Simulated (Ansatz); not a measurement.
Ag: several calculations on one system

## 1. Relaxation

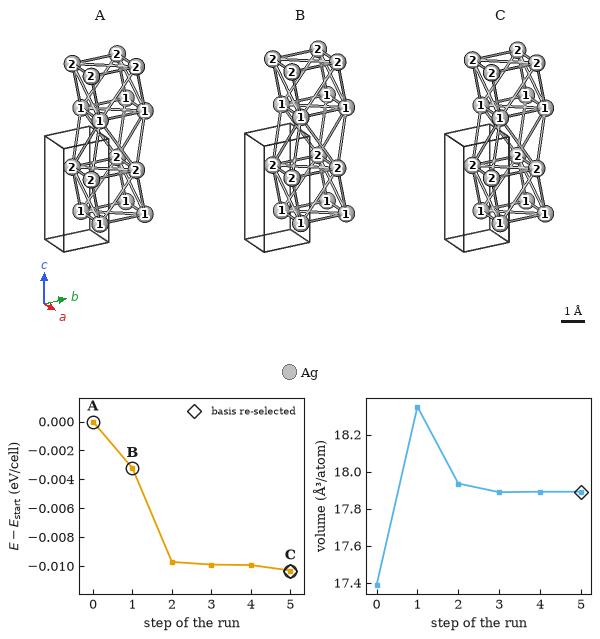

Frames of a relaxation of solid Ag (set up in P6_3/mmc), marked on the history of the run. The picture is a ball-and-stick view of the cell of the calculation, repeated 2 × 2 × 2 with one cell outlined, seen slightly off an axis.

These are results of DFT PBE, scalar-relativistic, plane waves, PAW in Ansatz, not measurements.

The input:
```yaml
crystal:
  lattice:
    - [2.9222991408, 0.0, 0.0]
    - [-1.4611495704, 2.5307852934, 0.0]
    - [0.0, 0.0, 4.70166181]
  atoms:
    - { symbol: Ag, position: [0.33333333, 0.66666667, 0.25] }
    - { symbol: Ag, position: [0.66666667, 0.33333333, 0.75] }
basis:
  ecutwfc: 420
kpoints:
  mp_grid: { grid: [18, 18, 10] }
hamiltonian:
  xc: pbe
scf:
  occupations: { method: gaussian, width: 0.1 }
output:
  forces: true
  stress: true
  eigenvalues: true
relax:
  adjacent_minimum: "off"
  f_tol: 0.005
  max_steps: 80
  cell: { stress_tol: 0.05 }
```

Run as
```bash
ansatz run input.yaml --threads 1 --pin off --max-ram 2560MiB --backend cpu --events-out ev --progress --plain --runs-dir out
```

Question: Describe the path.

Answer: The atoms keep their places relative to the cell (all moves are under 0.005 Å). The volume changes by +2.9 %, with a = b 2.922 → 2.935 Å (+0.4 %), c 4.702 → 4.798 Å (+2.0 %). Near-neighbour distances that change, for instance: Ag1–Ag2 2.894 → 2.937 Å, Ag1–Ag1 2.922 → 2.935 Å. The space group stays P6_3/mmc (No. 194). After 4 accepted moves (5 points after the start) the energy has fallen by 10.3 meV per cell of the calculation. All forces vanish by symmetry, so only the cell relaxes. The pressure goes from 2.85 to −0.01 GPa. The SCF was repeated once at an unchanged geometry on a basis and grid sized afresh for the cell, which shifted the energy by 0.4 meV per cell of the calculation at most. From step 0 to 1: volume +5.5 %, energy −3.2 meV per cell of the calculation. From step 1 to 5: volume −2.5 %, energy −7.1 meV per cell of the calculation.

| step | E − E(0), meV/atom | pressure, GPa | volume, Å³/atom | note |
| --- | --- | --- | --- | --- |
| 0 | 0.00 | 2.85 | 17.386 |  |
| 1 | -1.61 | -2.11 | 18.351 |  |
| 2 | -4.86 | -0.22 | 17.936 |  |
| 3 | -4.95 | 0.01 | 17.889 |  |
| 4 | -4.96 | 0.00 | 17.892 |  |
| 5 | -5.15 | -0.01 | 17.892 | same geometry, new basis |

## 2. Relaxation

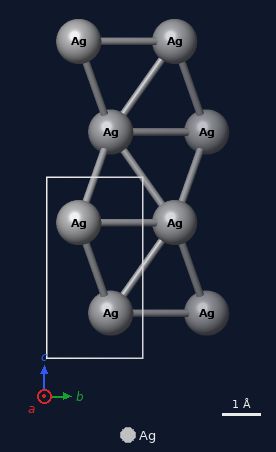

This is the input geometry for a relaxation of solid Ag (set up in Cmcm). The picture is a ball-and-stick view of the cell of the calculation, repeated 1 × 2 × 2 with one cell outlined, seen along the a axis.

Case: uniaxial strain along a of +1.0 %; b, c and atoms relaxed.

Method: DFT PBE, scalar-relativistic, plane waves, PAW (Ansatz).

Input file:
```yaml
crystal:
  lattice:
    - [2.963939268, 0.0, 0.0]
    - [-1.481969634, 2.5350787967, 0.0]
    - [0.0, 0.0, 4.7859132645]
  atoms:
    - { symbol: Ag, position: [0.3333333333, 0.6666666667, 0.25] }
    - { symbol: Ag, position: [0.6666666667, 0.3333333333, 0.75] }
basis:
  ecutwfc: 420
kpoints:
  mp_grid: { grid: [24, 24, 12] }
hamiltonian:
  xc: pbe
scf:
  occupations: { method: gaussian, width: 0.1 }
output:
  forces: true
  stress: true
  eigenvalues: true
relax:
  adjacent_minimum: "off"
  f_tol: 0.008
  max_steps: 40
  cell: { stress_tol: 0.015, fix: [a, angles] }
```

Command:
```bash
ansatz run input.yaml --threads 1 --pin off --max-ram 2560MiB --backend cpu --events-out ev --progress --plain --runs-dir out
```

Question: What does the optimiser find from here?

Answer: The energy falls by 0.2 meV per atom in 3 accepted moves (4 points after the start). Largest force component: 0.013 eV/Å at the start, under 0.0001 eV/Å at the end. Pressure: −0.52 GPa at the start and −0.32 GPa at the end. The SCF was repeated once at an unchanged geometry on a basis and grid sized afresh for the cell, which shifted the energy by less than 0.05 meV per atom at most. The largest moves relative to the cell, 0.011 Å, are those of Ag1 and Ag2. Ag1 goes along [−2 −3 0]. Cell: a unchanged at 2.964 Å, b 2.936 → 2.923 Å (−0.5 %), c 4.786 → 4.797 Å (+0.2 %). Volume −0.2 %. Near-neighbour distances that change, for instance: Ag1–Ag1 2.936 → 2.923 Å, Ag1–Ag2 2.930 → 2.942 Å. The space group stays Cmcm (No. 63). Cost: 5.2 min on 1 thread of Intel(R) Xeon(R) Processor @ 2.70GHz (shared host), peak memory 1.7 GiB.

Step by step:

| step | E − E(0), meV/atom | largest force component, eV/Å | pressure, GPa | volume, Å³/atom | note |
| --- | --- | --- | --- | --- | --- |
| 0 | 0.00 | 0.0128 | -0.52 | 17.980 |  |
| 1 | -0.20 | 0.0045 | -0.29 | 17.933 |  |
| 2 | -0.21 | 0.0008 | -0.37 | 17.949 |  |
| 3 | -0.21 | 0.0001 | -0.32 | 17.939 |  |
| 4 | -0.20 | 0.0001 | -0.32 | 17.939 | same geometry, new basis |

## 3. A change

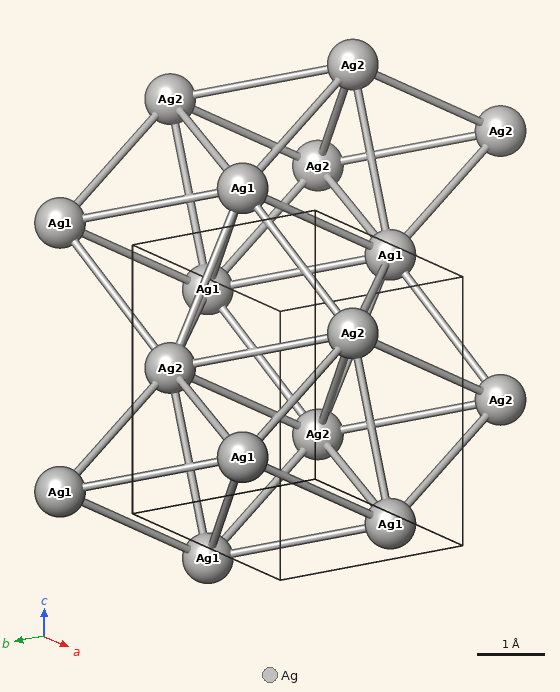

This is solid Ag (set up in P6_3/mmc). A ball-and-stick model of the cell of the calculation, repeated 2 × 2 × 2 with one cell outlined, seen from a free direction.

These are results of Ansatz 0.2.0, DFT PBE, scalar-relativistic, plane waves, PAW, not measurements. (plane-wave cutoff 420 eV; k-point mesh 24 × 24 × 12; occupations gaussian; smearing width 0.1 eV; no spin polarisation)

Change: Uniaxial strain along a, −2.0 %, is applied. The b and c axes and the atoms are relaxed.

The input:
```yaml
crystal:
  lattice:
    - [2.875901468, 0.0, 0.0]
    - [-1.437950734, 2.5541395395, 0.0]
    - [0.0, 0.0, 4.8218975747]
  atoms:
    - { symbol: Ag, position: [0.3347769393, 0.6695724657, 0.25] }
    - { symbol: Ag, position: [0.6652230607, 0.3304275343, 0.75] }
basis:
  ecutwfc: 420
kpoints:
  mp_grid: { grid: [24, 24, 12] }
hamiltonian:
  xc: pbe
scf:
  occupations: { method: gaussian, width: 0.1 }
output:
  forces: true
  stress: true
  eigenvalues: true
relax:
  adjacent_minimum: "off"
  f_tol: 0.008
  max_steps: 40
  cell: { stress_tol: 0.015, fix: [a, angles] }
```

Launched with:
```bash
ansatz run input.yaml --threads 1 --pin off --max-ram 2560MiB --backend cpu --events-out ev --progress --plain --runs-dir out
```

What is the effect?

Answer. The energy rises by 1.7 meV per atom. Pressure: −0.1 GPa before, 0.6 GPa after. The principal stresses (compression positive) are 1.8 GPa along a and none across it. The drawn cell changes as follows: a 2.935 → 2.876 Å (−2.0 %), b 2.935 → 2.937 Å (+0.1 %), c 4.798 → 4.827 Å (+0.6 %), γ 120.0° → 119.4°; the volume changes by −0.7 %. The largest moves relative to the cell, 0.016 Å, are those of Ag1 and Ag2. Ag1 goes along [1 2 0]. Near-neighbour distances before and after: Ag–Ag 2.936 → 2.876 to 2.946 Å. The space group (tolerance 0.01 Å) goes from P6_3/mmc (No. 194) to Cmcm (No. 63).

The changed structure in the same view:

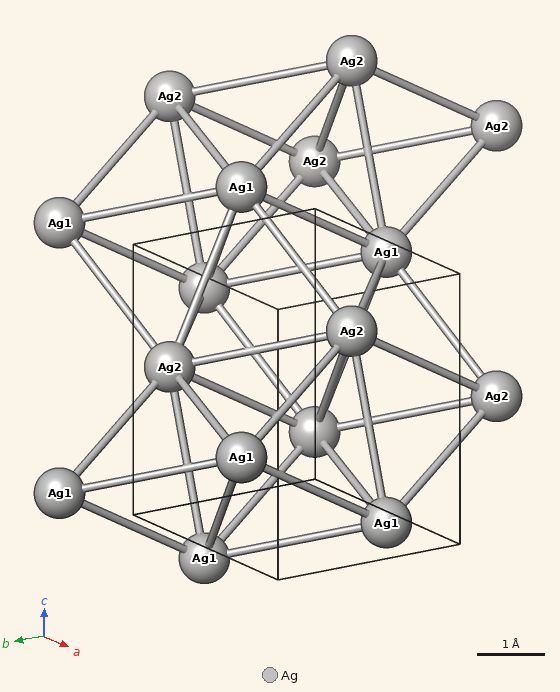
